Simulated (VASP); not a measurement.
## GaSb: geometry relaxation (part 1 of 2)

System: GaSb (F-43m, 2 atoms in the cell).
Method: Kohn-Sham DFT of a periodic cell, PBEsol, VASP PAW PBE potentials, recommended, no spin polarisation (VASP 6.6.1).

The structure was built on a prototype by a generator; it need not be a known phase.

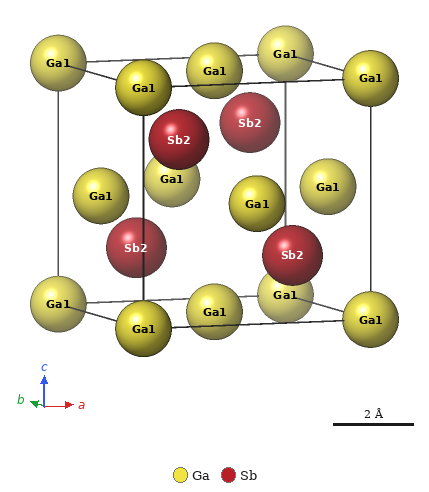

*The starting structure (spheres-only view of the cell 4 times as large as that of the calculation, set on its symmetry axes, seen slightly off an axis; atoms are numbered from 1 in the order of the input).*

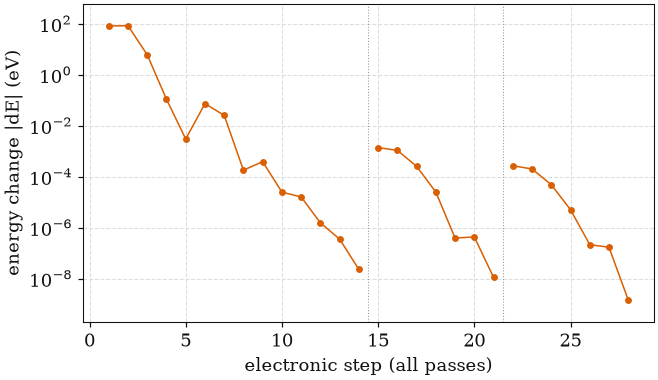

*Convergence of the self-consistent field: energy change |dE| against the electronic step. Each stretch between dotted lines is the SCF of one geometry step of a relaxation.*

The 3 ionic steps take 7 to 14 electronic steps each. The density is held fixed in the first few steps, and dE rises again when its update begins.

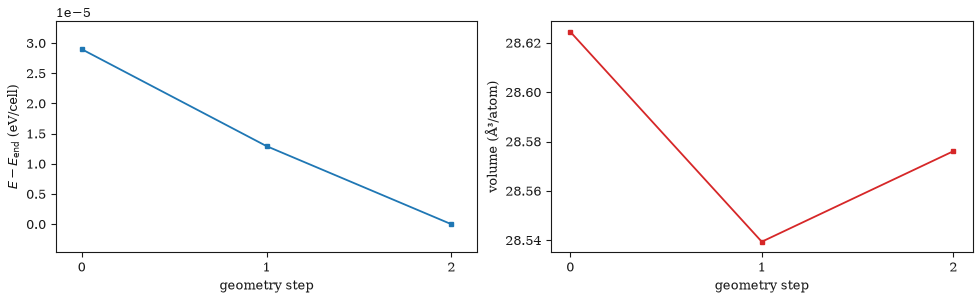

*Progress of the relaxation, step by step (steps are counted from 0).*

No atom moves by more than 0.005 Å relative to the cell. Cell: a = b = c 6.118 → 6.115 Å (−0.1 %). Volume −0.2 %. The space group stays F-43m (No. 216). The energy falls by next to nothing (0.0 meV per cell of the calculation) in 2 geometry steps. All forces vanish by symmetry, so only the cell relaxes.

These pictures come from the run below.

INCAR
```
ALGO = Fast ; EDIFF = 1E-7
EDIFFG = -0.005 ; ENCUT = 600
GGA = PS ; IBRION = 2
ISIF = 3 ; ISMEAR = 0
LASPH = True ; LCHARG = False
LREAL = False ; LWAVE = False
NELM = 100 ; NSW = 100
PREC = Accurate ; SIGMA = 0.1
```

KPOINTS
```
k-points
0
Gamma
  12 12 12
```

POSCAR
```
GaSb
1.0
    0.0000000000      3.0590000000      3.0590000000
    3.0590000000      0.0000000000      3.0590000000
    3.0590000000      3.0590000000      0.0000000000
Ga Sb
1 1
Direct
    0.0000000000      0.0000000000      0.0000000000
    0.2500000000      0.2500000000      0.2500000000
```

Command:
```bash
cat potpaw_PBE.64/Ga_d/POTCAR potpaw_PBE.64/Sb/POTCAR > POTCAR
mpirun -np 1 vasp_std > vasp.out
```

OSZICAR
```
N       E                     dE             d eps       ncg     rms          rms(c)
DAV:   1     0.829228816675E+02    0.82923E+02   -0.94349E+03  1872   0.183E+03
DAV:   2    -0.202283342866E+01   -0.84946E+02   -0.82511E+02  2062   0.340E+02
DAV:   3    -0.814128851137E+01   -0.61185E+01   -0.60718E+01  2347   0.763E+01
DAV:   4    -0.825130413920E+01   -0.11002E+00   -0.10997E+00  2092   0.114E+01
DAV:   5    -0.825435694085E+01   -0.30528E-02   -0.30528E-02  2400   0.170E+00    0.313E+00
RMM:   6    -0.818016958993E+01    0.74187E-01   -0.87893E-02  1998   0.386E+00    0.186E+00
RMM:   7    -0.815437279101E+01    0.25797E-01   -0.63007E-02  1937   0.225E+00    0.299E-01
RMM:   8    -0.815455480100E+01   -0.18201E-03   -0.11648E-02  2122   0.115E+00    0.844E-02
RMM:   9    -0.815494714021E+01   -0.39234E-03   -0.23850E-03  2167   0.441E-01    0.268E-02
RMM:  10    -0.815497214586E+01   -0.25006E-04   -0.28985E-04  2354   0.209E-01    0.201E-02
RMM:  11    -0.815498828456E+01   -0.16139E-04   -0.77163E-05  2344   0.967E-02    0.302E-03
RMM:  12    -0.815498984243E+01   -0.15579E-05   -0.16578E-05  2416   0.443E-02    0.237E-03
RMM:  13    -0.815499020073E+01   -0.35830E-06   -0.34307E-06  2451   0.203E-02    0.769E-04
RMM:  14    -0.815499022381E+01   -0.23072E-07   -0.60948E-07  1621   0.868E-03
   1 F= -.81549902E+01 E0= -.81549248E+01  d E =-.815499E+01
       N       E                     dE             d eps       ncg     rms          rms(c)
DAV:   1    -0.815638319565E+01   -0.13930E-02   -0.18916E-02  2507   0.253E+00    0.212E-01
RMM:   2    -0.815528979641E+01    0.10934E-02   -0.20608E-03  2100   0.648E-01    0.972E-02
RMM:   3    -0.815503237644E+01    0.25742E-03   -0.41827E-04  1955   0.275E-01    0.217E-02
RMM:   4    -0.815500711882E+01    0.25258E-04   -0.67142E-05  2063   0.857E-02    0.690E-03
RMM:   5    -0.815500672557E+01    0.39324E-06   -0.10065E-05  2358   0.354E-02    0.559E-03
RMM:   6    -0.815500628964E+01    0.43594E-06   -0.19399E-06  2042   0.195E-02    0.238E-03
RMM:   7    -0.815500627831E+01    0.11323E-07   -0.42773E-07  1463   0.839E-03
   2 F= -.81550063E+01 E0= -.81549428E+01  d E =-.160545E-04
       N       E                     dE             d eps       ncg     rms          rms(c)
DAV:   1    -0.815527660625E+01   -0.27032E-03   -0.35241E-03  2462   0.110E+00    0.914E-02
RMM:   2    -0.815507366026E+01    0.20295E-03   -0.37752E-04  2099   0.278E-01    0.420E-02
RMM:   3    -0.815502470387E+01    0.48956E-04   -0.79766E-05  1952   0.120E-01    0.918E-03
RMM:   4    -0.815501960427E+01    0.50996E-05   -0.12571E-05  2055   0.374E-02    0.297E-03
RMM:   5    -0.815501938766E+01    0.21660E-06   -0.17378E-06  2150   0.149E-02    0.232E-03
RMM:   6    -0.815501921625E+01    0.17141E-06   -0.37296E-07  1462   0.952E-03    0.864E-04
RMM:   7    -0.815501921772E+01   -0.14652E-08   -0.83690E-08  1219   0.455E-03
   3 F= -.81550192E+01 E0= -.81549548E+01  d E =-.289939E-04
```

Parts of OUTCAR
```
EDIFF = 1E-7
   EDIFFG = -0.005
   ENCUT = 600
   GGA = PS
   IBRION = 2
   ISIF = 3
   ISMEAR = 0
   LASPH = True
   LREAL = False
   NELM = 100
   NSW = 100
   PREC = Accurate

 ion  position               nearest neighbor table
   1  0.000  0.000  0.000-   2 2.65   2 2.65   2 2.65   2 2.65
   2  0.250  0.250  0.250-   1 2.65   1 2.65   1 2.65   1 2.65

  LATTYP: Found a face centered cubic cell.
 ALAT       =     6.1180000000

  Lattice vectors:

 A1 = (   0.0000000000,   3.0590000000,   3.0590000000)
 A2 = (   3.0590000000,   0.0000000000,   3.0590000000)
 A3 = (   3.0590000000,   3.0590000000,   0.0000000000)

Analysis of symmetry for initial positions (statically):
=====================================================================
 Subroutine PRICEL returns:
 Original cell was already a primitive cell.

 Routine SETGRP: Setting up the symmetry group for a
 face centered cubic supercell.

 Subroutine GETGRP returns: Found 24 space group operations
 (whereof 24 operations were pure point group operations)
 out of a pool of 48 trial point group operations.

The static configuration has the point symmetry T_d .

Analysis of symmetry for dynamics (positions and initial velocities):
=====================================================================
 Subroutine PRICEL returns:
 Original cell was already a primitive cell.

 Routine SETGRP: Setting up the symmetry group for a
 face centered cubic supercell.

 Subroutine GETGRP returns: Found 24 space group operations
 (whereof 24 operations were pure point group operations)
 out of a pool of 48 trial point group operations.

The dynamic configuration has the point symmetry T_d .

 Subroutine INISYM returns: Found 24 space group operations
 (whereof 24 operations are pure point group operations),
 and found     1 'primitive' translations

----------------------------------------------------------------------------------------

                                     Primitive cell

  volume of cell :      57.2491

  direct lattice vectors                    reciprocal lattice vectors
     0.000000000  3.059000000  3.059000000    -0.163452109  0.163452109  0.163452109
     3.059000000  0.000000000  3.059000000     0.163452109 -0.163452109  0.163452109
     3.059000000  3.059000000  0.000000000     0.163452109  0.163452109 -0.163452109

  length of vectors
     4.326079287  4.326079287  4.326079287     0.283107357  0.283107357  0.283107357

  position of ions in fractional coordinates (direct lattice)
     0.000000000  0.000000000  0.000000000
     0.250000000  0.250000000  0.250000000

  ion indices of the primitive-cell ions
   primitive index   ion index
                 1           1
                 2           2

----------------------------------------------------------------------------------------

 KPOINTS: k-points

Automatic generation of k-mesh.
 Grid dimensions read from file:
 generate k-points for:   12   12   12

 Generating k-lattice:

  Cartesian coordinates                     Fractional coordinates (reciprocal lattice)
    -0.013621009  0.013621009  0.013621009     0.083333333  0.000000000  0.000000000
     0.013621009 -0.013621009  0.013621009     0.000000000  0.083333333  0.000000000
     0.013621009  0.013621009 -0.013621009     0.000000000  0.000000000  0.083333333

  Length of vectors
     0.023592280  0.023592280  0.023592280

  Shift w.r.t. Gamma in fractional coordinates (k-lattice)
     0.000000000  0.000000000  0.000000000

 Subroutine IBZKPT returns following result:
 ===========================================

 Found     72 irreducible k-points:

 Following reciprocal coordinates:
            Coordinates               Weight
  0.000000  0.000000  0.000000      1.000000
  0.083333  0.000000  0.000000      8.000000
  0.166667  0.000000  0.000000      8.000000
  0.250000  0.000000  0.000000      8.000000
  0.333333  0.000000  0.000000      8.000000
  0.416667  0.000000  0.000000      8.000000
  0.500000  0.000000  0.000000      4.000000
  0.083333  0.083333  0.000000      6.000000
  0.166667  0.083333  0.000000     24.000000
  0.250000  0.083333  0.000000     24.000000
  0.333333  0.083333  0.000000     24.000000
  0.416667  0.083333  0.000000     24.000000
  0.500000  0.083333  0.000000     24.000000
 -0.416667  0.083333  0.000000     24.000000
 -0.333333  0.083333  0.000000     24.000000
 -0.250000  0.083333  0.000000     24.000000
 -0.166667  0.083333  0.000000     24.000000
 -0.083333  0.083333  0.000000     12.000000
  0.166667  0.166667  0.000000      6.000000
  0.250000  0.166667  0.000000     24.000000
  0.333333  0.166667  0.000000     24.000000
  0.416667  0.166667  0.000000     24.000000
  0.500000  0.166667  0.000000     24.000000
 -0.416667  0.166667  0.000000     24.000000
 [... further k-points ...]
   k-points           NKPTS =     72   k-points in BZ     NKDIM =     72   number of bands    NBANDS=     13
   number of dos      NEDOS =    301   number of ions     NIONS =      2
   total plane-waves  NPLWV =  46656
   dimension x,y,z NGX =    36 NGY =   36 NGZ =   36
   dimension x,y,z NGXF=    72 NGYF=   72 NGZF=   72
   ions per type =               1   1
   NGX,Y,Z   is equivalent  to a cutoff of  13.83, 13.83, 13.83 a.u.
   NGXF,Y,Z  is equivalent  to a cutoff of  27.67, 27.67, 27.67 a.u.
 SYSTEM =  unknown system
   PREC   = accura    normal or accurate (medium, high low for compatibility)
   ISTART =      0    job   : 0-new  1-cont  2-samecut
   ICHARG =      2    charge: 1-file 2-atom 10-const
   ISPIN  =      1    spin polarized calculation?
   LNONCOLLINEAR =      F non collinear calculations
   LSORBIT =      F    spin-orbit coupling
   LASPH  =      T    aspherical Exc in radial PAW
   ENCUT  =  600.0 eV  44.10 Ry    6.64 a.u.   8.64  8.64  8.64*2*pi/ulx,y,z
   NELM   =    100;   NELMIN=  2; NELMDL= -5     # of ELM steps
   EDIFF  = 0.1E-06   stopping-criterion for ELM
   LREAL  =      F    real-space projection
   EDIFFG = -.5E-02   stopping-criterion for IOM
   NSW    =    100    number of steps for IOM
   IBRION =      2    ionic relax: 0-MD 1-quasi-New 2-CG
   NFREE  =      1    steps in history (QN), initial steepest desc. (CG)
   ISIF   =      3    stress and relaxation
   ISYM   =      2    0-nonsym 1-usesym 2-fastsym
   POTIM  = 0.5000    time-step for ionic-motion
   TEBEG  =    0.0;   TEEND  =   0.0 temperature during run
   PSTRESS=    0.0 pullay stress
   NELECT =      18.0000    total number of electrons
   NUPDOWN=      -1.0000    fix difference up-down
   EMIN   =  10.00;   EMAX   =-10.00  energy-range for DOS
   EFERMI =   0.00;   METHOD = LEGACY
   ISMEAR =     0;   SIGMA  =   0.10  broadening in eV -4-tet -1-fermi 0-gaus
   EFERMI_NEDOS =   21; number of points for ismear=-14 and -15
   IALGO  =     68    algorithm
   IMIX   =      4    mixing-type and parameters
     AMIX     =   0.40;   BMIX     =  1.00
     AMIX_MAG =   1.60;   BMIX_MAG =  1.00
  volume/ion in A,a.u.               =      28.62       193.17
  Fermi-wavevector in a.u.,A,eV,Ry     =   1.113208  2.103657 16.860766  1.239231
  Thomas-Fermi vector in A             =   2.249790
   LORBIT       =      0    0 simple, 1 ext, 2 COOP (PROOUT), +10 PAW based schemes
   GGA     = PS    functional components
   LHFCALC =     F    Hartree Fock is set to
   AEXX    =    0.0000 exact exchange contribution
   IVDW    =     0    specifies the selected vdW correction
   LEPSILON=     F    determine dielectric tensor
   LRPA    =     F    only Hartree local field effects (RPA)
 conjugate gradient relaxation of ions
 non-spin polarized calculation
 RMM-DIIS sequential band-by-band and
 Gauss-broadening in eV      SIGMA  =   0.10
  energy-cutoff  :      600.00
  volume of cell :       57.25
 maximum number of plane-waves:      1932
   NGX = 17   NGY = 17   NGZ = 17

--------------------------------------- Ionic step        1  -------------------------------------------

 number of electron      18.0000006 magnetization
```
